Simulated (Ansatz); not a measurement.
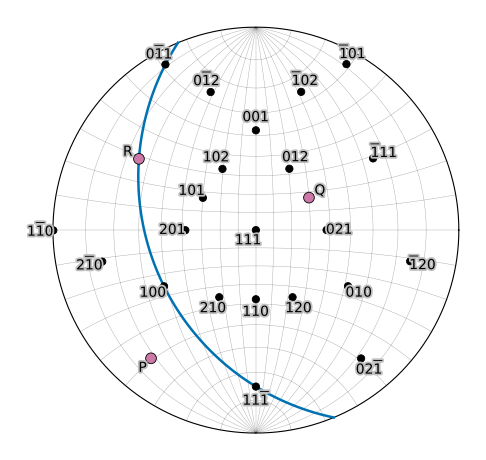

Crystal: C, the end point of a relaxation with DFT PBE, scalar-relativistic, plane waves, PAW (Ansatz 0.2.0); the starting structure was generated, so it need not be a known form of this composition. Stereographic projection of plane normals (upper hemisphere) centred on (1 1 1). Symmetry computed with spglib at a tolerance of 0.002 Å; standard conventional cell.

a = 4.857 Å, b = 4.868 Å, c = 4.459 Å, α = 90.00°, β = 90.00°, γ = 90.00°.

> Index the poles marked P, Q, R.

P is (2 0 −1), 78.4° from the centre; Q is (0 1 1), 34.1° from the centre; R is (1 −1 1), 68.0° from the centre.

> Which zone does the coloured great circle trace?

The zone [0 1 1]: its poles satisfy k + l = 0.

> What is the angle between the normals of (1 1 1) and (0 1 2), and what are their d_hkl = 1/|g|?

38.0°; d = 2.723 Å and 2.027 Å.
